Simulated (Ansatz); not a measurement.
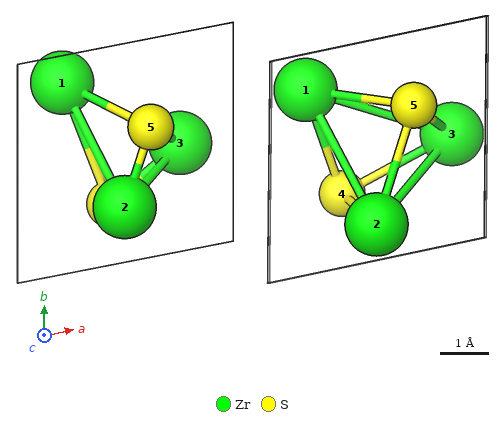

Two geometries of crystalline Zr3S2 (set up in P1), drawn at one scale. One is the start of a relaxation, the other its converged end. Style: ball-and-stick. Shown: the cell of the calculation, along the c axis.

These are results of Ansatz, DFT PBE, scalar-relativistic, plane waves, PAW, not measurements. Set-up: plane-wave cutoff 420 eV; k-point mesh 6 × 6 × 6; occupations gaussian; smearing width 0.15 eV; no spin polarisation; cell and atoms relaxed; force threshold 0.01 eV/Å; at most 80 steps.

Which one is relaxed?

The right one is the relaxed one. Case: all atoms moved at random, sigma 0.4 Å for each component, cell strained at random, sigma 0.01; relaxed back. Zr3 moves most relative to the cell: 0.49 Å along [1 0 −1]. Largest moves by element: Zr 0.49 Å, S 0.46 Å. The volume changes by +0.8 %, with a 4.815 → 4.827 Å (+0.2 %), b 4.769 → 4.827 Å (+1.2 %), c 4.865 → 4.827 Å (−0.8 %), α 73.4° → 73.7°, β 72.6° → 73.7°, γ 74.9° → 73.7°. Among the contacts that change: Zr2–S5 1.787 → 2.609 Å, Zr2–Zr3 2.576 → 3.390 Å, Zr1–Zr3 4.109 → 3.318 Å, Zr3–S4 3.280 → 2.600 Å. New bonds form, among them: Zr1–S5 (3.22 → 2.60 Å), Zr2–S5 (3.13 → 2.60 Å), Zr3–S4 (3.28 → 2.60 Å). Among the angles between lasting bonds that change: Zr2–S4–Zr2 164.8° → 135.8°, Zr1–S4–Zr2 110.7° → 136.8°, Zr1–S4–Zr2 105.0° → 83.9°. The space group (tolerance 0.01 Å) goes from P1 (No. 1) to R32 (No. 155). The energy falls by 12.487 eV per cell of the calculation in 7 accepted moves (8 points after the start). The largest force component goes from 21 to 0.00023 eV/Å. The pressure goes from 53.03 to −0.03 GPa. The SCF was repeated once at an unchanged geometry on a basis and grid sized afresh for the cell, which shifted the energy by 0.2 meV per cell of the calculation at most. The run took 54 s on 2 threads of AMD EPYC 9R45 96-Core Processor (Zen 5) (shared host), peak memory 0.61 GiB.
